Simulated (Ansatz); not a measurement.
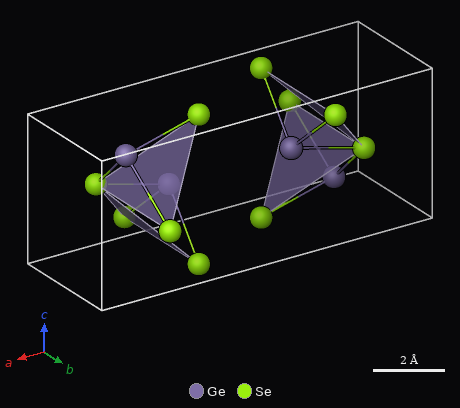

This is a crystal of GeSe (built on the database structure type) at its r2SCAN-relaxed geometry. The picture is a polyhedral view of the cell of the calculation, seen from a free direction.

Level of theory: Ansatz, DFT, HSE06, plane waves, PAW. Settings: plane-wave cutoff 420 eV; k-point mesh 2 × 4 × 4; occupations fixed; no spin polarisation.

Now this is done to it. The cell is strained by −2.0 % along c and none across it (volume −2.0 %). The atoms were relaxed with r2SCAN under that strain, and this is a single point on that geometry.

**What does the calculation give for the changed structure?**

The energy falls by 2.0 meV per atom. The pressure goes from −0.3 to 0.1 GPa. The principal stresses (compression positive) are 0.9 GPa along b and −0.3 GPa across it. The largest forces, 0.052 eV/Å, act on 4 Se atoms of the calculation's cell. The space group stays Pnma (No. 62).

The changed structure in the same view:

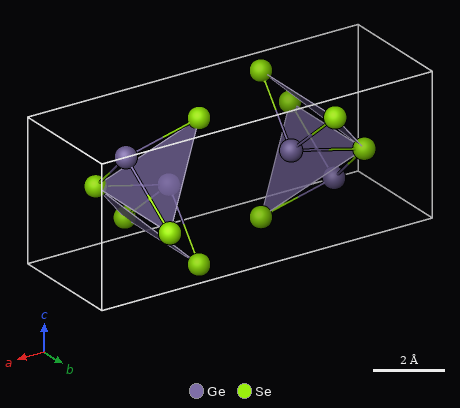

Limits of the set-up: layers or molecules are held without a dispersion correction, so their spacing is unreliable.
